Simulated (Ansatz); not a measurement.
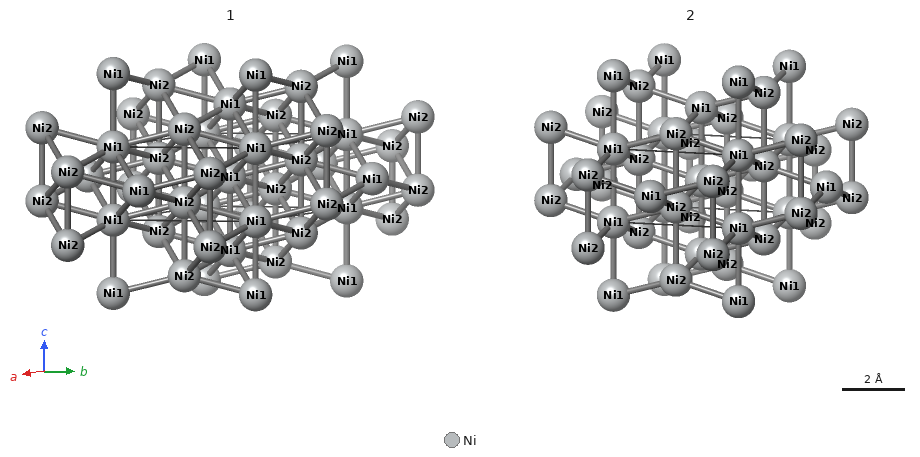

Two geometries of a crystal of Ni (a generated structure, set up in I4_1/amd), drawn at one scale. One is the start of a relaxation, the other its converged end. A ball-and-stick model of the conventional cell (2 times the calculation's cell), seen slightly off an axis. Lengths and directions refer to the drawn axes.

Method: DFT, r2SCAN, plane waves (500 eV) with PAW, scalar-relativistic in Ansatz 0.2.0. Set-up: plane-wave cutoff 500 eV; k-point mesh 15 × 15 × 10; occupations fermi dirac; smearing width 0.1 eV; no spin polarisation; cell and atoms relaxed; force threshold 0.01 eV/Å; at most 60 steps.

**Which of the two is the end point?**

Structure 1 is the relaxed one. Phase: beta-Sn type. The atoms keep their places relative to the cell (all moves are under 0.005 Å). Cell: a = b 4.382 → 4.636 Å (+5.8 %), c 2.393 → 2.395 Å (+0.1 %), γ 90.0° → 124.9°. Volume −8.2 %. Among the contacts that change: Ni1–Ni1 3.322 → 2.454 Å, Ni1–Ni2 2.271 → 2.394 Å. New bonds form: Ni1–Ni1 (3.32 → 2.45 Å), Ni1–Ni1 (3.32 → 2.46 Å), Ni2–Ni2 (3.32 → 2.45 Å), Ni2–Ni2 (3.32 → 2.46 Å). Among the angles between lasting bonds that change: Ni2–Ni1–Ni2 94.0° → 126.8°, Ni2–Ni1–Ni2 94.0° → 61.6°. The space group (tolerance 0.01 Å) goes from I4_1/amd (No. 141) to Fddd (No. 70). The energy falls by 378 meV per atom in 15 accepted moves (17 points after the start). Largest force component: 0.00062 eV/Å at the start, 0.00044 eV/Å at the end. The pressure goes from −1.69 to 0.00 GPa. At 2 points the geometry stayed and the basis and grid were re-selected for the new cell (energy shift of 17.2 meV per atom at most each time). Cost: 15 min on 1 thread of Intel(R) Xeon(R) Platinum 8259CL CPU @ 2.50GHz (Skylake/Cascade Lake), with other jobs on the host, peak memory 0.87 GiB.
